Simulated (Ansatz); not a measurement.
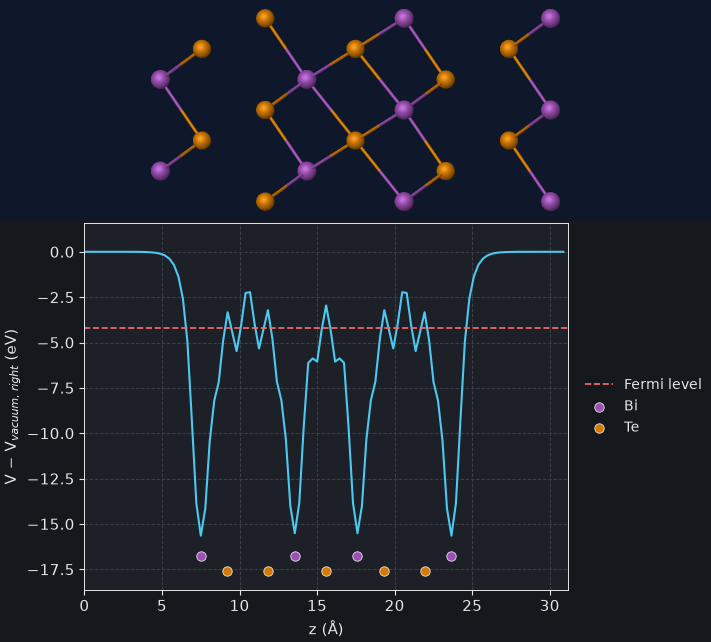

Plane-averaged electrostatic potential energy of an electron across the slab; circles at the bottom mark the heights of the atoms. The structure is drawn too.

System: a (001) slab cut from Bi$_{2}$Te$_{3}$ (R-3m), of composition Bi$_{4}$Te$_{5}$ (not the bulk's), ended by Bi planes, 9 atoms in the cell.

```yaml
crystal:
  lattice:
    - [4.38231, 0.00000, 0.00000]
    - [-2.19115, 3.79519, 0.00000]
    - [0.00000, 0.00000, 31.16442]
  atoms:
    - { symbol: Bi, position: [0.33333, 0.66667, 0.24066] }
    - { symbol: Te, position: [0.66667, 0.33333, 0.29592] }
    - { symbol: Te, position: [0.00000, 0.00000, 0.38006] }
    - { symbol: Bi, position: [0.33333, 0.66667, 0.43532] }
    - { symbol: Te, position: [0.66667, 0.33333, 0.50000] }
    - { symbol: Bi, position: [0.00000, 0.00000, 0.56468] }
    - { symbol: Te, position: [0.33333, 0.66667, 0.61994] }
    - { symbol: Te, position: [0.66667, 0.33333, 0.70408] }
    - { symbol: Bi, position: [0.00000, 0.00000, 0.75934] }
```

Computed with Ansatz: DFT PBEsol, scalar-relativistic, plane waves, PAW, no spin polarisation, 1×9×1 k mesh, Gaussian smearing of 0.05 eV.

> What is the work function?

The work function is 4.20 eV, the same on both faces. The two vacuum levels agree, so the slab has no net dipole along its normal.

> How thick are slab and vacuum?

The outermost atoms are 16.2 Å apart, which leaves 15.0 Å of vacuum in a cell 31.2 Å high.

The atoms aren't at rest in this cell (largest force 0.7 eV/Å), so the relaxed material can differ. Spin-orbit coupling is left out, which matters for Bi.
